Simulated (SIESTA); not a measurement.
# TiAl: 7 runs along one coordinate

System: TiAl (Pm-3m, 2 atoms in the cell).
Method: Kohn-Sham DFT of a periodic cell, PBEsol, PseudoDojo 0.4 standard, converted to PSML, no spin polarisation (SIESTA 5.4.2).

The 7 runs differ only in the geometry, by an even scaling of the cell at fixed fractional positions. The structure derives from a Materials Project entry.

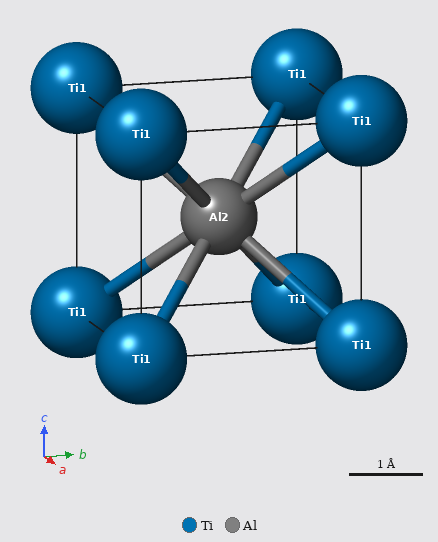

Figure 1. The structure of run 4 (ball-and-stick view of the cell of the calculation, seen slightly off an axis; atoms are numbered from 1 in the order of the input). An atom can appear more than once, as a periodic image.

**Input of run 4**
```
SystemName                      TiAl
SystemLabel                     TiAl
NumberOfSpecies                 2
NumberOfAtoms                   2
%block ChemicalSpeciesLabel
  1  22 Ti
  2  13 Al
%endblock ChemicalSpeciesLabel

LatticeConstant                 1.0 Ang
%block LatticeVectors
     3.1790640000     0.0000000000     0.0000000000
     0.0000000000     3.1790640000     0.0000000000
     0.0000000000     0.0000000000     3.1790640000
%endblock LatticeVectors
AtomicCoordinatesFormat         Fractional
%block AtomicCoordinatesAndAtomicSpecies
     0.0000000000     0.0000000000     0.0000000000  1  Ti
     0.5000000000     0.5000000000     0.5000000000  2  Al
%endblock AtomicCoordinatesAndAtomicSpecies

%block kgrid.MonkhorstPack
    8   0   0  0.0
    0   8   0  0.0
    0   0   8  0.0
%endblock kgrid.MonkhorstPack
XC.Functional                   GGA
XC.Authors                      PBEsol
PAO.BasisSize                   DZP
PAO.EnergyShift                 0.003 Ry
Mesh.Cutoff                     800 Ry
OccupationFunction              FD
ElectronicTemperature           0.05 eV
MaxSCFIterations                120
SCF.MustConverge                false
SCF.Mixer.Method                Pulay
SCF.Mixer.Weight                0.25
SCF.Mixer.History               8
SCF.DM.Tolerance                5.0e-05
SCF.H.Tolerance                 1.0e-03 eV
WriteForces                     true
Charge.Mulliken                 end
%block PAO.Basis
  Ti 5
  n=3 0 2
    3.151 0.000
  n=4 0 2
    8.703 0.000
  n=3 1 2
    3.568 0.000
  n=4 1 1
    8.703
  n=3 2 2
    6.267 0.000
%endblock PAO.Basis
```

Command:
```bash
siesta TiAl.fdf > TiAl.out 2>&1
```

Run 5 differs from it as follows:
```diff
-     3.1790640000     0.0000000000     0.0000000000
-     0.0000000000     3.1790640000     0.0000000000
-     0.0000000000     0.0000000000     3.1790640000
+     3.2001180175     0.0000000000     0.0000000000
+     0.0000000000     3.2001180175     0.0000000000
+     0.0000000000     0.0000000000     3.2001180175
```

**Results, with one run withheld**

```csv
run,volume per atom (Å³),"free energy per atom, from the lowest run given (meV)",pressure (GPa)
1,15.101,12.60,6.01
2,15.422,3.56,3.07
3,15.743,0.00,0.46
4,16.065,1.61,−1.95
5,16.386,?,?
6,16.707,18.24,−6.14
7,17.028,32.35,−7.92
```

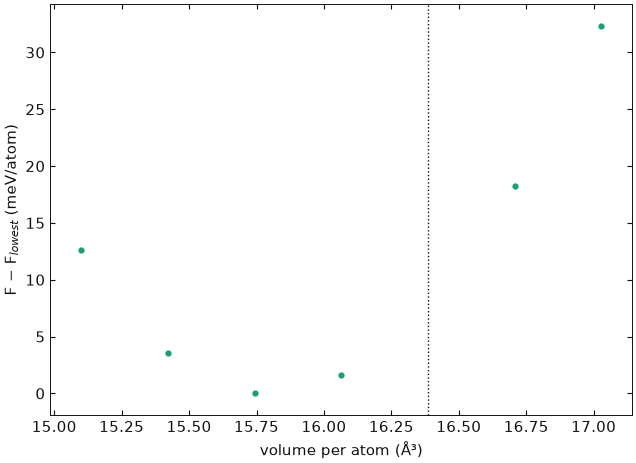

Figure 2. Free energy per atom of the runs given; the dotted line marks run 5.

What should run 5 give?

A cubic polynomial in V^(−2/3) (the Birch–Murnaghan form), fitted to the 6 runs given, misses them by at most 0.04 meV per atom. With x = V^(−2/3) − 0.15757 Å⁻², it reads F = 0.80523 − 1357.4 x + 5.3986e+05 x² − 2.2395e+05 x³ (meV per atom). At run 5 it gives 7.83 meV per atom, and the run itself gives 7.83. The slope of the fit gives a pressure −dF/dV of −4.17 GPa there, and the run prints −4.21 GPa. The fit has its minimum at 15.798 Å³ per atom, where V d²F/dV² gives 123 GPa: the bulk modulus at this level, since symmetry fixes the shape and the positions.

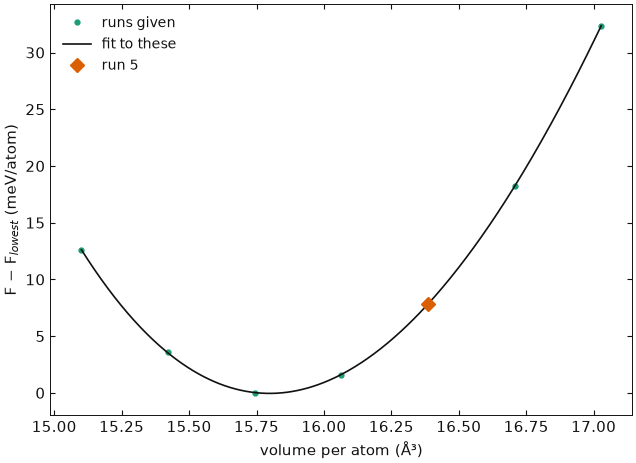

Figure 3. The fit and the withheld run.

**Some lines of the output (run 5)**
```
[...]
outcell: Cell volume (Ang**3)        :     32.7716
stepf: Fermi-Dirac step function
siesta: Etot    =     -1676.214652
siesta: FreeEng =     -1676.234538
        iscf     Eharris(eV)        E_KS(eV)     FreeEng(eV)     dDmax    Ef(eV) dHmax(eV)
siesta: E_KS(eV) =            -1677.0334
siesta: E_KS - E_eggbox =     -1677.0334
siesta: Etot    =     -1677.033386
siesta: FreeEng =     -1677.057223
siesta:         Fermi =      -6.625066
siesta: Cell volume =         32.771626 Ang**3
    Orbital volume contribution        =           3.331141 eV
```

Notes: Points of doubt noted for this run: mulliken charges of long orbitals. With a small basis of atomic orbitals these values can differ much from converged plane-wave results.
